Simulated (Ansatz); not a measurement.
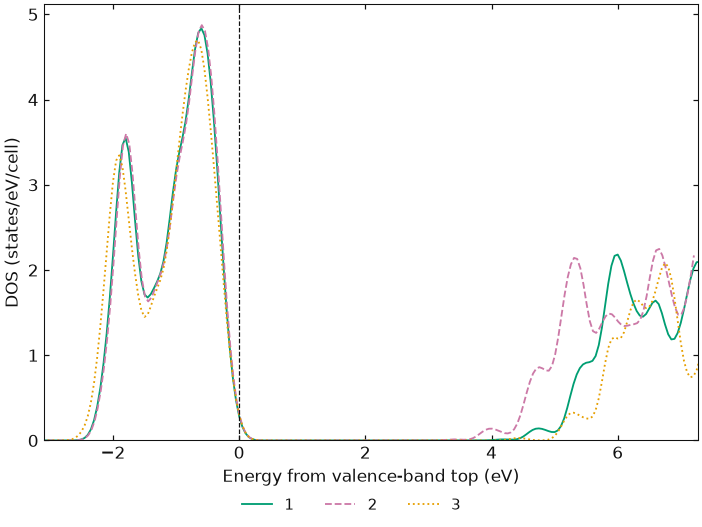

Total densities of states of NaI, space group R-3m (No. 166), 2 atoms in the cell, rocksalt type, epitaxial (111) strain +3.0%, by three methods on the same cell. The curves are built from the levels of the k mesh with Gaussians 0.3 eV wide, which also blur the band edges. Each is counted from its own valence-band top.

Which curve is which? The methods: PBE, HSE06, r2SCAN.

Answer. 1 is r2SCAN; 2 is PBE; 3 is HSE06. r2SCAN gives a gap of 4.18 eV, PBE gives a gap of 3.41 eV and HSE06 gives a gap of 4.43 eV.

Settings. r2SCAN: DFT, r2SCAN, plane waves, PAW, no spin polarisation, 8×8×8 k mesh, 500 eV cutoff (Ansatz). PBE: DFT, PBE, plane waves, PAW, no spin polarisation, 8×8×8 k mesh, 420 eV cutoff, Fermi-Dirac smearing of 0.02 eV (Ansatz 0.2.0). HSE06: DFT, HSE06, plane waves, PAW, no spin polarisation, 6×6×6 k mesh, 420 eV cutoff (Ansatz).

Spin-orbit coupling is left out, which matters for I.
